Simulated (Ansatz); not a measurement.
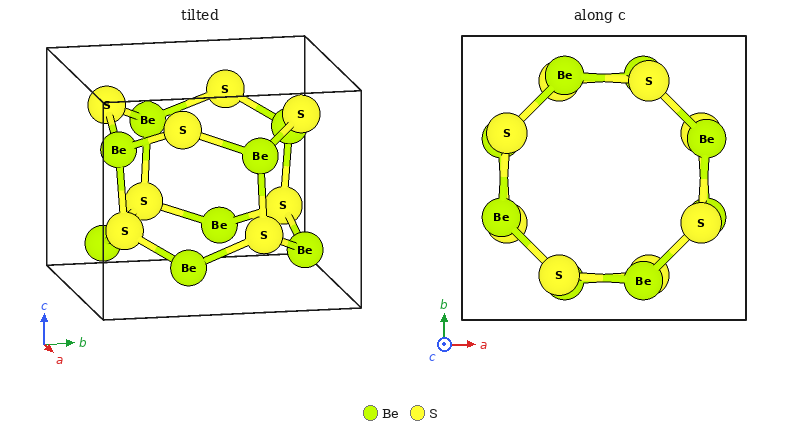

Shown here is a ball-and-stick view of the crystal, taken slightly off an axis and along the c axis. The wireframe shows the conventional unit cell. Cell: a = 6.75 Å, b = 6.75 Å, c = 5.68 Å, α = 90.00°, β = 90.00°, γ = 90.00°.

Origin of the cell: a structure type filled with these elements by a generator (whether the compound takes this form wasn't checked). Earlier steps of the study may have refined or changed the cell and positions. It went into a calculation with Ansatz.

### Describe the arrangement of the atoms.

Its composition is BeS. The structure has I4cm (No. 108) symmetry and a body-centred tetragonal lattice. One cell contains 8 Be, 8 S, 16 atoms in all. Each Be atom has four S in a distorted tetrahedral arrangement at about 2.1 Å around it. S is linked to four Be at about 2.1 Å. The bonds build a three-dimensional framework.

The calculation used DFT PBE, scalar-relativistic, plane waves, PAW in Ansatz 0.2.0, with wavefunction cutoff 420 eV, k-points about 0.24 Å⁻¹ apart, Gaussian smearing of 0.02 eV, no spin polarisation.

### How large a gap does the method give, if there is one?

An insulator at this level, with a gap of 4.05 eV, direct.

### State the Bader charges by element.

Be +1.63 e; S -1.63 e.

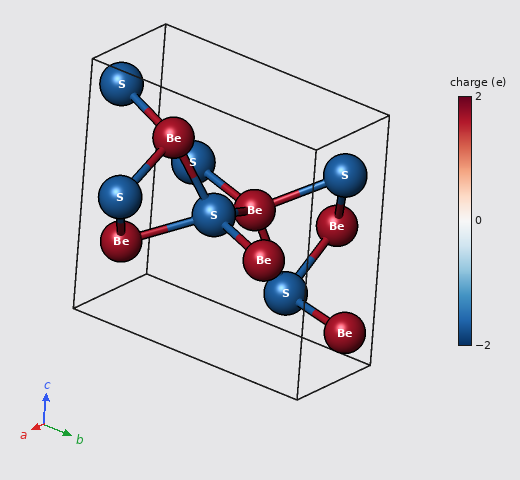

The atoms coloured by those charges. The run's cell of 8 atoms is drawn, so axes and origin can differ from the first picture.

### Can this geometry be taken as optimised?

Yes. All forces vanish to within 0.01 eV/Å. The pressure is 0.0 GPa, close to zero.
